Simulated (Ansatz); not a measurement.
**Run report: Ta, geometry relaxation**

System: Ta (Fm-3m, 1 atom in the cell).
Method: DFT PBE, scalar-relativistic, plane waves, PAW, no spin polarisation (Ansatz 0.2.0).

The structure was built on a prototype by a generator; it need not be a known phase. Figures and captions count atoms from 1; the log counts them from 0 in places.

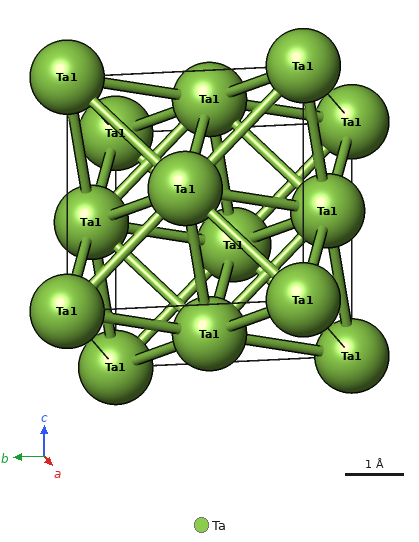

**Figure 1.** The input geometry (ball-and-stick view of the cell 4 times as large as that of the calculation, set on its symmetry axes, seen at an oblique angle; atoms are numbered from 1 in the order of the input).

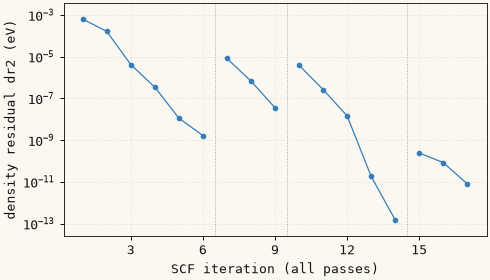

**Figure 2.** Convergence of the self-consistent field: density residual dr2 against the SCF iteration. The dotted lines part the SCF passes of the relaxation: geometry steps, rejected trials and re-solves on a re-selected basis. The passes take 6, 3, 5 and 3 iterations.

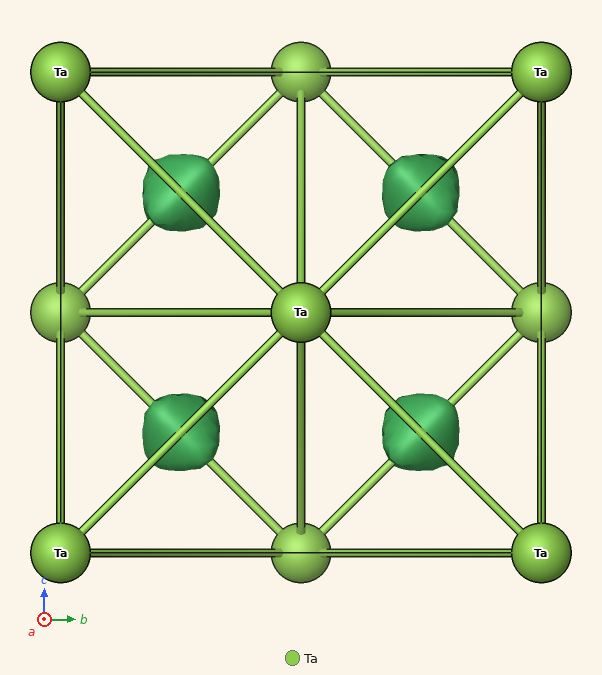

**Figure 3.** Isosurface of the electron localisation function at 0.6 (green), seen along the a axis. Core shells and regions of very low density are left out. Sticks mark near contacts. The outline is the cell set on symmetry axes. Profiles from the grid: Ta–Ta (2.99 Å): the ELF is about 0.30 at the midpoint; no localised pair between them. The fields are those of the smooth PAW valence density.

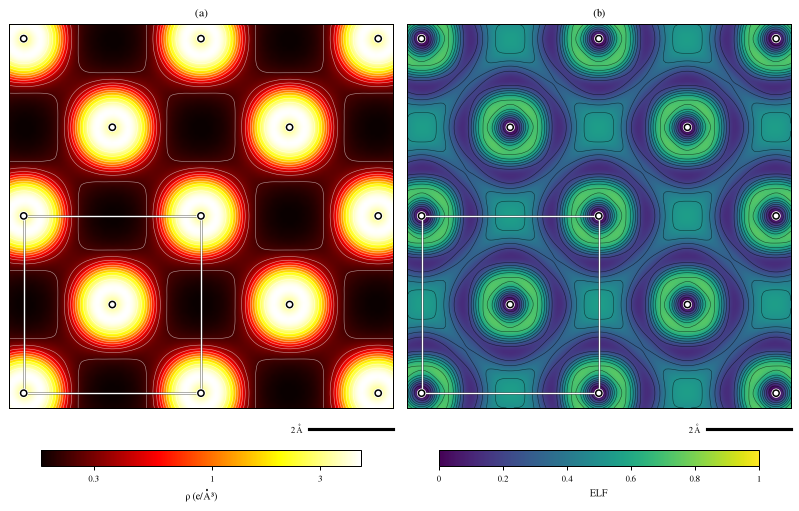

**Figure 4.** (a) valence electron density; (b) electron localisation function on the (010) plane of the conventional cell. Circles mark the nuclei in the plane (Ta). Atoms in the plane: Ta. Ta–Ta (2.99 Å): ρ at the midpoint is about 0.27 e/Å³; the ELF is about 0.30 at the midpoint (no shared electron pair). Away from the nuclei the density in this plane falls to 0.18 e/Å³ at its lowest.5. The strong features right at Ta lie inside the PAW spheres (semicore, d or f shells) and say nothing about bonding.

The input that produced these results follows, with the program's output.

The input
```yaml
crystal:
  lattice:
    - [0.0, 2.11, 2.11]
    - [2.11, 0.0, 2.11]
    - [2.11, 2.11, 0.0]
  atoms:
    - { symbol: Ta, position: [0.0, 0.0, 0.0] }
basis:
  ecutwfc: 420
kpoints:
  mp_grid: { grid: [18, 18, 18] }
hamiltonian:
  xc: pbe
scf:
  occupations: { method: gaussian, width: 0.1 }
output:
  forces: true
  stress: true
  eigenvalues: true
  write_density: true
  write_potential: true
  elf: true
  volumetric_format: npy
relax:
  adjacent_minimum: "off"
  f_tol: 0.005
  max_steps: 80
  cell: { stress_tol: 0.05 }
```

Run as:
```bash
ansatz run input.yaml --threads 1 --pin off --max-ram 2560MiB --backend cpu --events-out ev --progress --plain --runs-dir out
```

Output
```
Engine: ansatz 0.2.0, x86_64-unknown-linux-gnu
Pseudopotentials: kind: paw
Pseudopotential: Ta, paw, valence charge 13, recommended cutoff 420 eV (normal), Ta.paw.azcp
Functional definition: PBE
  parameter kappa = 0.804
  parameter beta = 0.06672455060314922
  exchange = pbe_x(kappa = kappa, mu = beta*pi^2/3)
  correlation = pbe_c(beta = beta)
Crystal: 1 atoms, lattice volume = 18.788 Å³
Basis set: ecut = 420 eV, 339 PW (Γ), exchange–correlation on 40×40×40 points (8 copies of the dense FFT grid, shifted against one another)
Bands: 11, of which v1, the nominal top of the filled ones, is band 7 counted from 1 (6 counted from 0)
Symmetry: 48 space group operations
Space group: Fm-3m (ITA 225), of the structure as read, at distance tolerance 2.7e-5 Å
k-points: 195 of 5832
Non-local potential: Ta, projectors of the file, l = 0: 3, l = 1: 2, l = 2: 2, l = 3: 1
PAW form: soft (Blöchl's): semilocal exchange-correlation on the pseudo side does not see the compensation charge
PAW one-centre angular grid: Ta, 590 points (default); XC on 64 Gauss nodes
Initial density: superposition of atomic densities (neutral atoms: chi_scale 0, normalization atom), corrected by the library's trained network
Initial wavefunctions: pseudopotential atomic-orbital guess
Functional: x = pbe(κ = 0.804, μ = 0.2195149727645171), c = pbe(β = 0.06672455060314922)
SCF iter   1: F=—  HF=-9932.012571 eV  |F-HF|=—  |Δ(HF+E_count)|=         —  Δρ=2.86e-3  dr2=6.38e-4  ethr=1.77e-3  ⟨swp⟩=5.2  Hψ=12035  notcnv=0
preconditioner: auto → none  [metal: Δε(μ)=0.020 eV  Ē_g=7.832 eV  σ=0.100 eV  W_gap=0.11  n_scr=0 (ndim 8)  ℏωp=19.2 eV  f_vac=0.000  D(μ)=1.33/eV (n_scr^D=14)]
SCF iter   2: F=—  HF=-9932.012721 eV  |F-HF|=—  |Δ(HF+E_count)|=   1.49e-4  Δρ=1.55e-3  dr2=1.65e-4  ethr=4.90e-6  ⟨swp⟩=2.5  Hψ=4759  notcnv=0
SCF iter   3: F=—  HF=-9932.012848 eV  |F-HF|=—  |Δ(HF+E_count)|=   1.27e-4  Δρ=2.22e-4  dr2=4.21e-6  ethr=1.27e-6  ⟨swp⟩=2.0  Hψ=2554  notcnv=0
SCF iter   4: F=—  HF=-9932.012844 eV  |F-HF|=—  |Δ(HF+E_count)|=   3.71e-6  Δρ=7.97e-5  dr2=3.48e-7  ethr=3.24e-8  ⟨swp⟩=2.0  Hψ=3294  notcnv=0
iter 5 did not close the SCF: its close was put off for the readings that it lacked (scf_convergence_deferred on its scf_iter line)
SCF iter   5: F=-9932.012844 eV  HF=-9932.012844 eV  |F-HF|=9.22e-10  |Δ(HF+E_count)|=   1.27e-7  Δρ=9.36e-6  dr2=1.14e-8  ethr=2.68e-9  ⟨swp⟩=2.0  Hψ=3189  notcnv=0
SCF iter   6: F=-9932.012844 eV  HF=-9932.012844 eV  |F-HF|=7.80e-10  |Δ(HF+E_count)|=   2.32e-9  Δρ=5.20e-6  dr2=1.67e-9  ethr=8.79e-11  ⟨swp⟩=6.3  Hψ=11423  notcnv=0
SCF 1 converged in 6 iterations: F = -9932.012844 eV  dr2 = 1.67e-9
  greatest PAW one-centre occupation: 0.999 electrons in one spin orbital (limit 2), on the Ta atom at site 0 (counted from 0), in its partial waves of l = 0
relax step   1: F+E_penalty+E_count = -9932.01284383 eV  Δ(F+E_penalty+E_count) = +0.000e0 eV  max|allowed force component| = 0.000e0 eV/Å  Δτ_max = 0.0000 Å  P = +0.407 GPa  Ω = 18.788 Å³  (6 SCF iters, dr2 threshold 1.00e-7 eV, accepted)
Crystal: 1 atoms, lattice volume = 18.937 Å³
Initial density: handed on by an earlier stage of this run
Initial wavefunctions: those handed on with the density
iter 1 solved again at ethr=1.23e-7 eV; its pass at ethr=3.10e-3 eV (dr2=1.60e-5 eV) is discarded
SCF iter   1: F=—  HF=-9932.012469 eV  |F-HF|=—  |Δ(HF+E_count)|=         —  Δρ=2.55e-4  dr2=8.28e-6  ethr=1.23e-7  ⟨swp⟩=2.5  Hψ=14696  notcnv=0
preconditioner: auto → none  [metal: Δε(μ)=0.027 eV  Ē_g=7.767 eV  σ=0.100 eV  W_gap=0.15  n_scr=0 (ndim 8)  ℏωp=19.1 eV  f_vac=0.000  D(μ)=1.32/eV (n_scr^D=14)]
SCF iter   2: F=—  HF=-9932.012466 eV  |F-HF|=—  |Δ(HF+E_count)|=   2.83e-6  Δρ=1.01e-4  dr2=6.86e-7  ethr=6.37e-8  ⟨swp⟩=2.5  Hψ=2926  notcnv=0
SCF iter   3: F=-9932.012467 eV  HF=-9932.012467 eV  |F-HF|=6.87e-8  |Δ(HF+E_count)|=   8.69e-7  Δρ=2.52e-5  dr2=3.58e-8  ethr=7.69e-10  ⟨swp⟩=9.2  Hψ=13655  notcnv=0
SCF 2 converged in 3 iterations: F = -9932.012467 eV  dr2 = 3.58e-8
relax step   2: F+E_penalty+E_count = -9932.01246680 eV  Δ(F+E_penalty+E_count) = +3.770e-4 eV  max|allowed force component| = 0.000e0 eV/Å  Δτ_max = 0.0000 Å  P = -1.090 GPa  Ω = 18.937 Å³  energy of the carried Pulay correction = -5.573e-5 eV  (3 SCF iters, dr2 threshold 1.00e-7 eV, rejected (line search))
Crystal: 1 atoms, lattice volume = 18.828 Å³
iter 1 solved again at ethr=6.10e-8 eV; its pass at ethr=3.10e-3 eV (dr2=7.93e-6 eV) is discarded
SCF iter   1: F=—  HF=-9932.012883 eV  |F-HF|=—  |Δ(HF+E_count)|=         —  Δρ=1.66e-4  dr2=3.91e-6  ethr=6.10e-8  ⟨swp⟩=2.5  Hψ=14683  notcnv=0
preconditioner: auto → none  [metal: Δε(μ)=0.021 eV  Ē_g=7.811 eV  σ=0.100 eV  W_gap=0.12  n_scr=0 (ndim 8)  ℏωp=19.1 eV  f_vac=0.000  D(μ)=1.33/eV (n_scr^D=14)]
SCF iter   2: F=—  HF=-9932.012880 eV  |F-HF|=—  |Δ(HF+E_count)|=   2.60e-6  Δρ=6.07e-5  dr2=2.70e-7  ethr=3.01e-8  ⟨swp⟩=2.7  Hψ=3070  notcnv=0
SCF iter   3: F=—  HF=-9932.012880 eV  |F-HF|=—  |Δ(HF+E_count)|=   8.72e-7  Δρ=1.61e-5  dr2=1.46e-8  ethr=2.07e-9  ⟨swp⟩=2.2  Hψ=2555  notcnv=0
SCF iter   4: F=—  HF=-9932.012880 eV  |F-HF|=—  |Δ(HF+E_count)|=   3.01e-8  Δρ=3.56e-7  dr2=1.84e-11  ethr=1.12e-10  ⟨swp⟩=2.4  Hψ=3159  notcnv=0
SCF iter   5: F=-9932.012880 eV  HF=-9932.012880 eV  |F-HF|=1.82e-12  |Δ(HF+E_count)|=    0.00e0  Δρ=5.33e-8  dr2=1.51e-13  ethr=1.00e-12  ⟨swp⟩=5.3  Hψ=7316  notcnv=0
SCF 3 converged in 5 iterations: F = -9932.012880 eV  dr2 = 1.51e-13
relax step   3: F+E_penalty+E_count = -9932.01287957 eV  Δ(F+E_penalty+E_count) = -3.575e-5 eV  max|allowed force component| = 0.000e0 eV/Å  Δτ_max = 0.0000 Å  P = -0.003 GPa  Ω = 18.828 Å³  energy of the carried Pulay correction = -1.513e-5 eV  (5 SCF iters, accepted)
Initial wavefunctions: pseudopotential atomic-orbital guess (no wavefunctions were taken with the density)
iter 1 solved again at ethr=7.03e-8 eV; its pass at ethr=3.10e-3 eV (dr2=9.14e-6 eV) is discarded
SCF iter   1: F=—  HF=-9932.012895 eV  |F-HF|=—  |Δ(HF+E_count)|=         —  Δρ=3.18e-6  dr2=2.45e-10  ethr=7.03e-8  ⟨swp⟩=3.2  Hψ=17679  notcnv=0
eigensolver tolerance schedule: the retry pair's looser diagonalisation over-reported the residual by 37355.71 of it (diagonalisation noise at 5.53 of the residual, at the tolerance the schedule requests for it); recorded, not acted on — ethr = c·dr2/N_el stays at c = 1.0e-1
preconditioner: auto → none  [metal: Δε(μ)=0.021 eV  Ē_g=7.812 eV  σ=0.100 eV  W_gap=0.12  n_scr=0 (ndim 8)  ℏωp=19.1 eV  f_vac=0.000  D(μ)=1.33/eV (n_scr^D=14)]
SCF iter   2: F=—  HF=-9932.012892 eV  |F-HF|=—  |Δ(HF+E_count)|=   3.43e-6  Δρ=1.70e-6  dr2=8.46e-11  ethr=1.88e-12  ⟨swp⟩=2.9  Hψ=4137  notcnv=0
SCF iter   3: F=-9932.012892 eV  HF=-9932.012892 eV  |F-HF|=1.27e-11  |Δ(HF+E_count)|=  6.91e-11  Δρ=6.43e-7  dr2=8.02e-12  ethr=1.00e-12  ⟨swp⟩=4.7  Hψ=10505  notcnv=0
SCF 4 converged in 3 iterations: F = -9932.012892 eV  dr2 = 8.02e-12
relax step   4: F+E_penalty+E_count = -9932.01289167 eV  Δ(F+E_penalty+E_count) = -1.210e-5 eV  max|allowed force component| = 0.000e0 eV/Å  Δτ_max = 0.0000 Å  P = -0.002 GPa  Ω = 18.828 Å³  stress off target by 1.86e-3 GPa  SCF on the basis re-selected at this cell (its energy is not comparable with the rows above)  (3 SCF iters)
basis re-selected at this cell: Δ(F+E_penalty+E_count) = -1.210e-5 eV, ΔP = +0.001 GPa vs the last step (what re-selecting the basis moved, of the pressure what is left beyond the Pulay correction that the steps carried, after the strain that the cell walked since its last selection, with what the two solves' SCF thresholds leave and, on support functions, any second-order correction that the steps lacked; it is no measure of the basis error at this ecutwfc). This SCF's stress stands 1.86e-3 GPa from its target on what of the cell is left free (relax.cell.stress_tol is 5.00e-2 GPa) and its largest allowed force component is 0.00e0 eV/Å (relax.f_tol is 5.00e-3 eV/Å): within both
SCF converged after 3 iterations
Free energy (F): -9932.012892 eV
Harris-Foulkes:  -9932.012892 eV  (|F-HF|=1.27e-11)
Internal energy: -9932.006237 eV  (E = F + TS)
E sigma→0 (E₀):  -9932.009564 eV
Entropy (-TS):   -0.006654 eV (-6.654 meV/atom)
Fermi energy:    18.090164 eV
--- Per-component energies (eV) ---
  E_band       = -115.679915
  E_kinetic    = 364.747487
  E_local      = -572.462470  (includes V_loc(G=0)·N_el)
  E_nonlocal   = 14.147922
  E_hartree    = 196.940135
  E_xc         = -218.039220
  E_vxc        = -203.470541  (∫ρ·V_xc dr)
  E_paw        = -8396.313177  (= ΣΔE_a)
  E_vpaw       = -112.522754  (= ΣTr[D̂ρ^β])
  E_aug_tail   = 0.000169  (compensation charges beyond the density's cutoff)
  E_ewald      = -1321.027082
  E_smearing   = -0.006654  (= −TS)
  E_closure    = 0.000000  (closes the sum)
  Σ components = -9932.012892   (vs F -9932.012892, Δ=0.00e0)
--- Forces (eV/Å), atoms counted from 1 ---
  atom   1  Ta    -0.00000000    -0.00000000     0.00000000
  max |Σ_I F_I| component: 6.57e-32 eV/Å
--- Stress (GPa, compression-positive) ---
       -0.001855      -0.000000      -0.000000
       -0.000000      -0.001855      -0.000000
       -0.000000       0.000000      -0.001855
  P = ⅓ Tr σ = -0.0019 GPa (-0.019 kbar)
--- Band table (eV; the first three rows and the last of 195) ---
  k-point 0: bands = ["-49.4915", "-15.4994", "-15.4994", "-15.4994", "9.9846", "18.5348", "18.5348", "18.5348", "21.5263", "21.5263", "30.2235"]
  k-point 1: bands = ["-49.4889", "-15.5319", "-15.5035", "-15.5035", "10.1079", "18.4261", "18.5944", "18.5944", "21.4671", "21.4671", "30.4813"]
  k-point 2: bands = ["-49.4814", "-15.6248", "-15.5154", "-15.5154", "10.4659", "18.1431", "18.7497", "18.7497", "21.3324", "21.3324", "31.1677"]
  k-point 194: bands = ["-49.3753", "-16.2108", "-16.1098", "-15.8776", "15.2637", "16.4952", "17.3961", "20.1879", "24.5489", "27.8279", "27.9664"]
--- Relaxed structure (3 steps of the walk, 2 accepted, 1 SCFs on fresh bases) ---
  F+E_penalty+E_count = -9932.01289167 eV   max|allowed force component| = 0.000e0 eV/Å   (the final SCF, on the basis selected at the relaxed cell)
  cell:  # Å, volume = 18.8282 Å³
    - [0.0, 2.1115096340134794, 2.1115096340134794]
    - [2.1115096340134794, -1.592303760279872e-36, 2.1115096340134794]
    - [2.1115096340134794, 2.1115096340134794, -1.592303760279872e-36]
  atoms:
    - { symbol: Ta, position: [0.0, 0.0, 0.0] }
```

Trajectory as extended XYZ (Å, eV, eV/Å), 4 frames, from step=1 to step=4
```
1
Lattice="0.0000 2.1100 2.1100 2.1100 0.0000 2.1100 2.1100 2.1100 0.0000" Properties=species:S:1:pos:R:3:forces:R:3 step=1 energy=-9932.01284 pressure_GPa=0.41
Ta    0.0000    0.0000    0.0000    0.0000   0.0000   0.0000
1
Lattice="0.0000 2.1156 2.1156 2.1156 0.0000 2.1156 2.1156 2.1156 0.0000" Properties=species:S:1:pos:R:3:forces:R:3 step=2 energy=-9932.01247 pressure_GPa=-1.09 accepted=F
Ta    0.0000    0.0000    0.0000    0.0000   0.0000   0.0000
1
Lattice="0.0000 2.1115 2.1115 2.1115 0.0000 2.1115 2.1115 2.1115 0.0000" Properties=species:S:1:pos:R:3:forces:R:3 step=3 energy=-9932.01288 pressure_GPa=-0.00
Ta    0.0000    0.0000    0.0000    0.0000   0.0000   0.0000
1
Lattice="0.0000 2.1115 2.1115 2.1115 0.0000 2.1115 2.1115 2.1115 0.0000" Properties=species:S:1:pos:R:3:forces:R:3 step=4 energy=-9932.01289 pressure_GPa=-0.00
Ta    0.0000    0.0000    0.0000    0.0000   0.0000   0.0000
```

Key numbers

| quantity | value |
| --- | --- |
| outcome | converged |
| space group (tolerance 0.01 Å) | Fm-3m (225) |
| electrons treated | 13 |
| free energy | −9932.0129 eV |
| Fermi energy | 18.090 eV |
| gap on the k-point mesh | none (metallic) |
| pressure | 0.00 GPa |
| final volume | 18.83 Å³ |
| largest force (length of the vector) at the end | under 0.001 eV/Å |
| final cell | a = 2.986 Å, b = 2.986 Å, c = 2.986 Å, α = 60.00°, β = 60.00°, γ = 60.00° |
| hardware | 1 thread of Intel Xeon @ 2.70GHz, 189 GiB of memory available, shared host |
| wall time | 12 s |
| peak memory | 0.36 GiB |

Notes

Spin–orbit coupling is left out, which matters for Ta.
